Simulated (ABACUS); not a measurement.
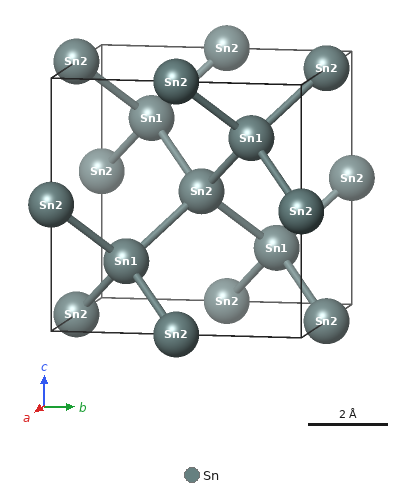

The structure (ball-and-stick view of the cell 4 times as large as that of the calculation, set on its symmetry axes, seen slightly off an axis; atoms are numbered from 1 in the order of the input). Near neighbours in the crystal (not all of them lie inside the picture): Sn has 4 Sn at 2.80 Å.

## Band-structure run, with input and output: Sn (part 1 of 3)

The run: band-structure run of Sn (2 atoms in the cell). Method and program: Kohn-Sham DFT of a periodic cell, PBE, spin-orbit coupling, PseudoDojo NC FR 0.4 PBE stringent, no spin polarisation (ABACUS 3.10.1).

The structure derives from an entry of the Crystallography Open Database.

Input file
```
INPUT_PARAMETERS
suffix              Sn
calculation         scf
basis_type          lcao
pseudo_dir          ./
orbital_dir         ./
symmetry            0
dft_functional      pbe
ecutwfc             103
pseudo_rcut         10
nspin               4
nbands              66
ks_solver           genelpa
smearing_method     fd
smearing_sigma      0.00367493
scf_thr             1e-07
scf_nmax            100
mixing_type         broyden
mixing_beta         0.4
cal_force           1
cal_stress          1
noncolin            0
lspinorb            1
out_mul             1
out_chg             1
```

File STRU
```
ATOMIC_SPECIES
Sn 118.7100 Sn.upf

NUMERICAL_ORBITAL
Sn_confined-atom_8au_3s3p2d.orb

LATTICE_CONSTANT
1.8897261246

LATTICE_VECTORS
0.0000000000 3.2333428000 3.2333428000
3.2333428000 0.0000000000 3.2333428000
3.2333428000 3.2333428000 0.0000000000

ATOMIC_POSITIONS
Direct

Sn
0.0
2
0.7500000000 0.7500000000 0.7500000000 1 1 1
0.5000000000 0.5000000000 0.5000000000 1 1 1
```

File KPT
```
K_POINTS
0
Gamma
4 4 4 0 0 0
```

Machine: 4 threads of AMD EPYC (Zen 3), 16 GiB of memory available, shared host.

Command:
```bash
OMP_NUM_THREADS=1 mpirun -np 4 abacus > log
```

Log
```
ABACUS v3.10.1

               Atomic-orbital Based Ab-initio Computation at UStc

 ------------------------------------------------------------------------------------

 READING GENERAL INFORMATION
                           global_out_dir = OUT.Sn/
                           global_in_card = INPUT
                               pseudo_dir = ./
                              orbital_dir = ./
                                    DSIZE = 4
                                    GSIZE = 1

 READING UNITCELL INFORMATION
                                    ntype = 1
                  lattice constant (Bohr) = 1.88973
              lattice constant (Angstrom) = 1

 READING ATOM TYPE 1
                               atom label = Sn
                      L=0, number of zeta = 3
                      L=1, number of zeta = 3
                      L=2, number of zeta = 2
             number of atom for this type = 2
               magnetization of element 1 = [ 0, 0, 0 ]

                        TOTAL ATOM NUMBER = 2
DIRECT COORDINATES
    atom                   x                   y                   z     mag                  vx                  vy                  vz
taud_Sn1            0.7500000000        0.7500000000        0.7500000000  0.0000        0.0000000000        0.0000000000        0.0000000000
taud_Sn2            0.5000000000        0.5000000000        0.5000000000  0.0000        0.0000000000        0.0000000000        0.0000000000

                          Volume (Bohr^3) = 456.228
                             Volume (A^3) = 67.6059

 Lattice vectors: (Cartesian coordinate: in unit of a_0)
                   +0            +3.23334            +3.23334
             +3.23334                  +0            +3.23334
             +3.23334            +3.23334                  +0
 Reciprocal vectors: (Cartesian coordinate: in unit of 2 pi/a_0)
            -0.154639           +0.154639           +0.154639
            +0.154639           -0.154639           +0.154639
            +0.154639           +0.154639           -0.154639
 The esolver type has been set to : ksdft_lcao

                PAO radial cut off (Bohr) = 10

 Read in pseudopotential file is Sn.upf
                     pseudopotential type = NC
          exchange-correlation functional = PBE
                 nonlocal core correction = 1
                        valence electrons = 22
                                     lmax = 2
                           number of zeta = 8
                     number of projectors = 10
                           L of projector = 0
                           L of projector = 0
                           L of projector = 1
                           L of projector = 1
                           L of projector = 1
                           L of projector = 1
                           L of projector = 2
                           L of projector = 2
                           L of projector = 2
                           L of projector = 2
     initial pseudo atomic orbital number = 52

 SETUP THE ELECTRONS NUMBER
            electron number of element Sn = 22
      total electron number of element Sn = 44
            AUTOSET number of electrons:  = 44
                           occupied bands = 44
                                   NLOCAL = 88
                                   NBANDS = 66
                                   NBANDS = 66
                                   NLOCAL = 88

%%%%%%%%%%%%%%%%%%%%%%%%%%%%%%%%%%%%%%%%%%%%%%%%%%%%%%%%%%%%%%%%%%%%%%%%%%%%%%%%%%%%%%%%%%%%%%%%%%%%%%%%%%
 Warning: the number of valence electrons in pseudopotential > 4 for Sn: [Kr] 4d10 5s2 5p2
 Pseudopotentials with additional electrons can yield (more) accurate outcomes, but may be less efficient.
 If you're confident that your chosen pseudopotential is appropriate, you can safely ignore this warning.
%%%%%%%%%%%%%%%%%%%%%%%%%%%%%%%%%%%%%%%%%%%%%%%%%%%%%%%%%%%%%%%%%%%%%%%%%%%%%%%%%%%%%%%%%%%%%%%%%%%%%%%%%%

 SETUP THE PLANE WAVE BASIS
 energy cutoff for charge/potential (unit:Ry) = 412
            fft grid for charge/potential = [ 60, 60, 60 ]
                        fft grid division = [ 3, 3, 3 ]
        big fft grid for charge/potential = [ 20, 20, 20 ]
                                     nbxx = 2000
                                     nrxx = 54000

 SETUP PLANE WAVES FOR CHARGE/POTENTIAL
                    number of plane waves = 64431
                         number of sticks = 2107

 PARALLEL PW FOR CHARGE/POTENTIAL
     PROC   COLUMNS(POT)             PW
        1            527          16110
        2            527          16108
        3            526          16105
        4            527          16108
 --------------- sum -------------------
        4           2107          64431
                            number of |g| = 521
                                  max |g| = 37.2088
                                  min |g| = 0.0717394

----------- Double Check Mixing Parameters Begin ------------
mixing_type: broyden
mixing_beta: 0.4
mixing_gg0: 1
mixing_gg0_min: 0.1
mixing_beta_mag: 1.6
mixing_gg0_mag: 0
mixing_ndim: 8
----------- Double Check Mixing Parameters End ------------

 SETUP K-POINTS
                                    nspin = 4
                   Input type of k points = Monkhorst-Pack(Gamma)
                                   nkstot = 64
K-POINTS DIRECT COORDINATES
 KPOINTS    DIRECT_X    DIRECT_Y    DIRECT_Z  WEIGHT
       1  0.00000000  0.00000000  0.00000000  0.0156
       2  0.25000000  0.00000000  0.00000000  0.0156
       3  0.50000000  0.00000000  0.00000000  0.0156
       4  0.75000000  0.00000000  0.00000000  0.0156
       5  0.00000000  0.25000000  0.00000000  0.0156
       6  0.25000000  0.25000000  0.00000000  0.0156
       7  0.50000000  0.25000000  0.00000000  0.0156
       8  0.75000000  0.25000000  0.00000000  0.0156
       9  0.00000000  0.50000000  0.00000000  0.0156
      10  0.25000000  0.50000000  0.00000000  0.0156
      11  0.50000000  0.50000000  0.00000000  0.0156
      12  0.75000000  0.50000000  0.00000000  0.0156
      13  0.00000000  0.75000000  0.00000000  0.0156
      14  0.25000000  0.75000000  0.00000000  0.0156
      15  0.50000000  0.75000000  0.00000000  0.0156
      16  0.75000000  0.75000000  0.00000000  0.0156
      17  0.00000000  0.00000000  0.25000000  0.0156
      18  0.25000000  0.00000000  0.25000000  0.0156
      19  0.50000000  0.00000000  0.25000000  0.0156
      20  0.75000000  0.00000000  0.25000000  0.0156
      21  0.00000000  0.25000000  0.25000000  0.0156
      22  0.25000000  0.25000000  0.25000000  0.0156
      23  0.50000000  0.25000000  0.25000000  0.0156
      24  0.75000000  0.25000000  0.25000000  0.0156
      25  0.00000000  0.50000000  0.25000000  0.0156
      26  0.25000000  0.50000000  0.25000000  0.0156
      27  0.50000000  0.50000000  0.25000000  0.0156
      28  0.75000000  0.50000000  0.25000000  0.0156
      29  0.00000000  0.75000000  0.25000000  0.0156
      30  0.25000000  0.75000000  0.25000000  0.0156
[... 34 further k points ...]

           k-point number in this process = 64
       minimum distributed K point number = 64

[... K-POINTS CARTESIAN COORDINATES: 64 rows ...]

[... K-POINTS DIRECT COORDINATES: 64 rows ...]

 SETUP PLANE WAVES FOR WAVE FUNCTIONS
     energy cutoff for wavefunc (unit:Ry) = 103
              fft grid for wave functions = [ 60, 60, 60 ]
                    number of plane waves = 9985
                         number of sticks = 613

 PARALLEL PW FOR WAVE FUNCTIONS
     PROC   COLUMNS(POT)             PW
        1            153           2497
        2            152           2496
        3            152           2496
        4            156           2496
 --------------- sum -------------------
        4            613           9985

 SET NONLOCAL PSEUDOPOTENTIAL PROJECTORS
 max number of nonlocal projetors among all species is 10

 -------------------------------------------
 SELF-CONSISTENT
 -------------------------------------------

 SETUP SEARCHING RADIUS FOR PROGRAM TO SEARCH ADJACENT ATOMS
                  longest orb rcut (Bohr) = 8
   longest nonlocal projector rcut (Bohr) = 1.54
                     search radius (Bohr) = 19.1
              searching radius is (Bohr)) = 19.1
         searching radius unit is (Bohr)) = 1.89
                         PeriodicBoundary = 1
                        Radius(unit:lat0) = 10.1
                                   glayer = [ 4, 4, 4 ]
                             glayer_minus = [ 3, 3, 3 ]

Find the coordinate range of the input atom(unit:lat0).
                                  min_tau = [ -16.2, -16.2, -16.2 ]
                                  max_tau = [ 24.3, 24.3, 24.3 ]
                                BoxNumber = [ 7, 7, 7 ]

 SETUP EXTENDED REAL SPACE GRID FOR GRID INTEGRATION
                          real space grid = [ 60, 60, 60 ]
                 big cell numbers in grid = [ 20, 20, 20 ]
             meshcell numbers in big cell = [ 3, 3, 3 ]
                        extended fft grid = [ 23, 23, 23 ]
                dimension of extened grid = [ 67, 67, 67 ]
                            UnitCellTotal = 125
              Atom number in sub-FFT-grid = 2
    Local orbitals number in sub-FFT-grid = 88
                                ParaV.nnr = 95832
                                 init_chg = atomic

 LCAO ALGORITHM --------------- ION=   1  ELEC=   1--------------------------------
total magnetism (Bohr mag/cell)	1.53392e-15	-2.26494e-15	1.52921e-15
       absolute magnetism (Bohr mag/cell) = 6.8176e-15

 Density error is 0.0225653330994
----------------------------------------------------------
     Energy           Rydberg                 eV
----------------------------------------------------------
 E_KohnSham     -886.0693889691      -12055.5925133585
 E_Harris       -886.2496374458      -12058.0449196964
 E_Fermi        0.7044868357         9.5850351315
----------------------------------------------------------

 LCAO ALGORITHM --------------- ION=   1  ELEC=   2--------------------------------
total magnetism (Bohr mag/cell)	3.26228e-16	1.92703e-15	1.47186e-15
       absolute magnetism (Bohr mag/cell) = 5.81433e-15

 Density error is 0.0143525856504
----------------------------------------------------------
     Energy           Rydberg                 eV
----------------------------------------------------------
 E_KohnSham     -886.0691382190      -12055.5891017286
 E_Harris       -885.8429932964      -12052.5122422068
 E_Fermi        0.7078213914         9.6304040894
----------------------------------------------------------

 LCAO ALGORITHM --------------- ION=   1  ELEC=   3--------------------------------
total magnetism (Bohr mag/cell)	6.13799e-16	3.0307e-15	9.70229e-16
       absolute magnetism (Bohr mag/cell) = 6.9739e-15

 Density error is 0.00199497056335
----------------------------------------------------------
     Energy           Rydberg                 eV
----------------------------------------------------------
 E_KohnSham     -886.0693980435      -12055.5926368217
 E_Harris       -885.6336191172      -12049.6635603550
 E_Fermi        0.7159301087         9.7407288482
----------------------------------------------------------

 LCAO ALGORITHM --------------- ION=   1  ELEC=   4--------------------------------
total magnetism (Bohr mag/cell)	3.2068e-15	-2.70416e-15	1.74479e-15
       absolute magnetism (Bohr mag/cell) = 7.77722e-15

 Density error is 0.000510855078064
----------------------------------------------------------
     Energy           Rydberg                 eV
----------------------------------------------------------
 E_KohnSham     -886.0694513618      -12055.5933622540
 E_Harris       -886.0154454383      -12054.8585739686
 E_Fermi        0.7187137214         9.7786018418
----------------------------------------------------------

 LCAO ALGORITHM --------------- ION=   1  ELEC=   5--------------------------------
total magnetism (Bohr mag/cell)	1.35941e-17	-2.10564e-16	1.42572e-15
       absolute magnetism (Bohr mag/cell) = 5.76716e-15

 Density error is 0.000133898332379
----------------------------------------------------------
     Energy           Rydberg                 eV
----------------------------------------------------------
 E_KohnSham     -886.0694541770      -12055.5934005570
 E_Harris       -886.0432918423      -12055.2374437323
 E_Fermi        0.7195197651         9.7895686294
----------------------------------------------------------

 LCAO ALGORITHM --------------- ION=   1  ELEC=   6--------------------------------
total magnetism (Bohr mag/cell)	-1.10921e-15	3.90848e-16	1.78456e-16
       absolute magnetism (Bohr mag/cell) = 6.4938e-15

 Density error is 2.45279076095e-05
----------------------------------------------------------
     Energy           Rydberg                 eV
----------------------------------------------------------
 E_KohnSham     -886.0694543570      -12055.5934030065
 E_Harris       -886.0653483631      -12055.5375380932
 E_Fermi        0.7197775044         9.7930753525
----------------------------------------------------------

 LCAO ALGORITHM --------------- ION=   1  ELEC=   7--------------------------------
total magnetism (Bohr mag/cell)	-4.77058e-15	1.06371e-15	9.73273e-16
       absolute magnetism (Bohr mag/cell) = 9.32833e-15

 Density error is 9.20398721479e-07
----------------------------------------------------------
     Energy           Rydberg                 eV
----------------------------------------------------------
 E_KohnSham     -886.0694543607      -12055.5934030560
 E_Harris       -886.0692823528      -12055.5910627686
 E_Fermi        0.7198175346         9.7936199910
----------------------------------------------------------

 LCAO ALGORITHM --------------- ION=   1  ELEC=   8--------------------------------
total magnetism (Bohr mag/cell)	-9.38932e-16	1.62582e-15	-5.4437e-16
       absolute magnetism (Bohr mag/cell) = 6.24807e-15

 Density error is 6.69047832019e-07
----------------------------------------------------------
     Energy           Rydberg                 eV
----------------------------------------------------------
 E_KohnSham     -886.0694543606      -12055.5934030557
 E_Harris       -886.0694894660      -12055.5938806881
 E_Fermi        0.7198174434         9.7936187506
----------------------------------------------------------

 LCAO ALGORITHM --------------- ION=   1  ELEC=   9--------------------------------
total magnetism (Bohr mag/cell)	-5.2714e-17	2.66656e-15	1.70318e-15
       absolute magnetism (Bohr mag/cell) = 6.73414e-15

 Density error is 3.39240478554e-08
----------------------------------------------------------
     Energy           Rydberg                 eV
----------------------------------------------------------
 E_KohnSham     -886.0694543607      -12055.5934030564
 E_KS(sigma->0) -886.0693218976      -12055.5916008033
 E_Harris       -886.0694539665      -12055.5933976925
 E_band         -116.1569841820      -1580.3968473709
 E_one_elec     -686.1337383424      -9335.3284314974
 E_Hartree      334.8366033567       4555.6857046173
 E_xc           -108.0693088778      -1470.3583796605
 E_Ewald        -426.7027455710      -5805.5886920094
 E_entropy(-TS) -0.0002649262        -0.0036045063
 E_descf        0.0000000000         0.0000000000
 E_exx          0.0000000000         0.0000000000
 E_Fermi        0.7198182940         9.7936303235
----------------------------------------------------------

 charge density convergence is achieved
 final etot is -12055.593403 eV
 EFERMI = 9.7936303235 eV
```
